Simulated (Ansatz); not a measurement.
Ba8Ti8O23 (cell charge +2, with a compensating background) (cell with a defect)

```yaml
crystal:
  lattice:
    - [7.96820, 0.00000, 0.00000]
    - [0.00000, 5.67410, 5.69160]
    - [0.00000, -5.67410, 5.69160]
  atoms:
    - { symbol: Ba, position: [0.00650, 0.99643, 0.00312] }
    - { symbol: Ti, position: [0.25000, 0.26022, 0.25845] }
    - { symbol: O, position: [0.99177, 0.24413, 0.23601] }
    - { symbol: O, position: [0.25000, 0.24538, 0.48934] }
    - { symbol: O, position: [0.25000, 0.49008, 0.24710] }
    - { symbol: Ba, position: [0.00551, 0.99847, 0.50285] }
    - { symbol: Ti, position: [0.25000, 0.25936, 0.76490] }
    - { symbol: O, position: [0.99178, 0.24329, 0.76035] }
    - { symbol: O, position: [0.25000, 0.24597, 0.99299] }
    - { symbol: O, position: [0.25000, 0.48893, 0.74539] }
    - { symbol: Ba, position: [0.00413, 0.50841, 0.00220] }
    - { symbol: Ti, position: [0.25000, 0.76067, 0.25907] }
    - { symbol: O, position: [0.99940, 0.74607, 0.24648] }
    - { symbol: O, position: [0.25000, 0.74648, 0.49296] }
    - { symbol: O, position: [0.25000, 0.99154, 0.24700] }
    - { symbol: Ba, position: [0.00467, 0.50997, 0.50232] }
    - { symbol: Ti, position: [0.25000, 0.76088, 0.75777] }
    - { symbol: O, position: [0.99865, 0.74647, 0.74479] }
    - { symbol: O, position: [0.25000, 0.74655, 0.99160] }
    - { symbol: O, position: [0.25000, 0.99230, 0.74539] }
    - { symbol: Ba, position: [0.49350, 0.99643, 0.00312] }
    - { symbol: Ti, position: [0.75000, 0.25811, 0.27154] }
    - { symbol: O, position: [0.50823, 0.24413, 0.23601] }
    - { symbol: O, position: [0.75000, 0.25129, 0.49945] }
    - { symbol: O, position: [0.75000, 0.48354, 0.23528] }
    - { symbol: Ba, position: [0.49449, 0.99847, 0.50285] }
    - { symbol: Ti, position: [0.75000, 0.25770, 0.72784] }
    - { symbol: O, position: [0.50822, 0.24329, 0.76035] }
    - { symbol: O, position: [0.75000, 0.48295, 0.76260] }
    - { symbol: Ba, position: [0.49587, 0.50841, 0.00220] }
    - { symbol: Ti, position: [0.75000, 0.76444, 0.25861] }
    - { symbol: O, position: [0.50060, 0.74607, 0.24648] }
    - { symbol: O, position: [0.75000, 0.74849, 0.48973] }
    - { symbol: O, position: [0.75000, 0.99970, 0.23831] }
    - { symbol: Ba, position: [0.49533, 0.50997, 0.50232] }
    - { symbol: Ti, position: [0.75000, 0.76451, 0.76437] }
    - { symbol: O, position: [0.50135, 0.74647, 0.74479] }
    - { symbol: O, position: [0.75000, 0.74804, 0.99272] }
    - { symbol: O, position: [0.75000, 0.00002, 0.75938] }
```

Computed without spin polarisation; PAW files of the earlier set (soft_1).

Method: DFT PBE, scalar-relativistic, plane waves, PAW (Ansatz).

The density is the valence pseudo-density of a PAW calculation; it isn't the true density close to the nuclei.

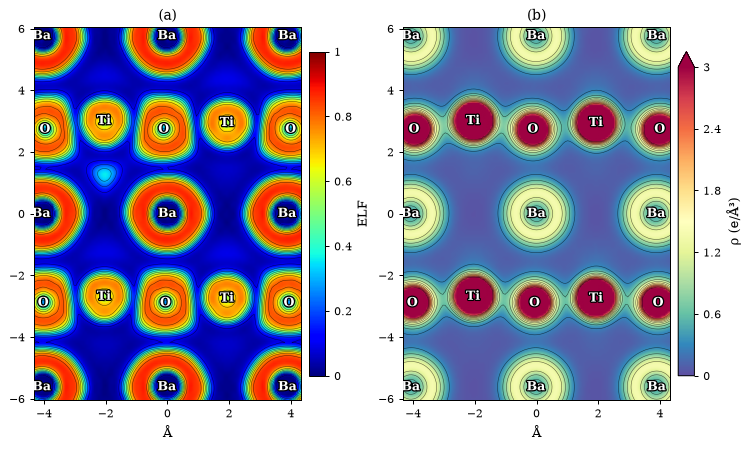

Figure 1. (a) ELF; (b) valence pseudo-density on the (011̄) plane of the calculation cell.

Read the bonding off the picture.

The plane passes through Ba, Ti and O nuclei. Ba–O (2.73 Å): ρ at the midpoint is about 0.24 e/Å³; the ELF is about 0.15 at the midpoint (a closed-shell, largely ionic contact). Ti–O (1.95 Å): the density is about 0.72 e/Å³ at the midpoint; the ELF peaks at about 0.80 in the valence shell of O, 0.6 Å from its nucleus, and is about 0.20 at the midpoint: no shared electron pair shows on this line. Ti–O (1.99 Å): ρ at the midpoint is about 0.65 e/Å³; the ELF peaks at about 0.80 in the valence shell of O, 0.6 Å from its nucleus, and is about 0.20 at the midpoint: no shared electron pair shows on this line. Ti–O (2.07 Å): ρ is about 0.54 e/Å³ halfway; the ELF peaks at about 0.85 in the valence shell of O, 0.6 Å from its nucleus, and is about 0.15 at the midpoint; no shared electron pair shows on this line. Ba–O (2.74 Å): ρ at the midpoint is about 0.23 e/Å³; the ELF is about 0.15 at the midpoint: a largely ionic contact. Between the atoms the lowest density in this plane is 0.03 e/Å³. The features right at Ba and Ti lie inside the PAW spheres, where the map follows smoothed inner orbitals and isn't to be read closely.

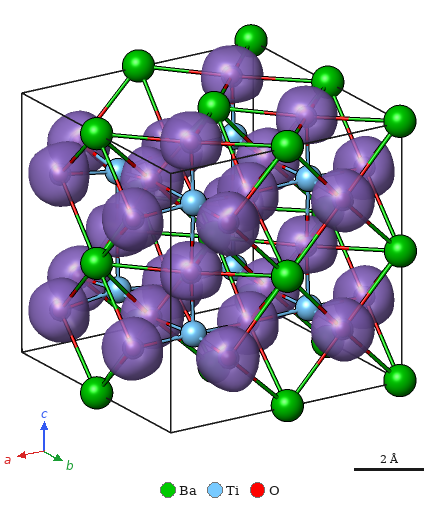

Figure 2. Isosurface of the electron localisation function at 0.65 (purple), seen at an oblique angle. Core shells and regions of very low density are left out. Sticks mark near contacts.

Where are the electrons localised?

The surface consists of 23 regions wrapped around O (the valence shell of each), counted in one cell of 39 atoms. Regions shared between cells count once.


Ti–O (1.83 Å): the ELF peaks at about 0.80 in the valence shell of O, 0.5 Å from its nucleus, and is about 0.25 at the midpoint: no localised pair shows between them.

Does the calculation give a band gap?

It is gapped, with a Kohn–Sham gap of 2.1 eV on the k-point mesh, an upper bound to the gap of this method.
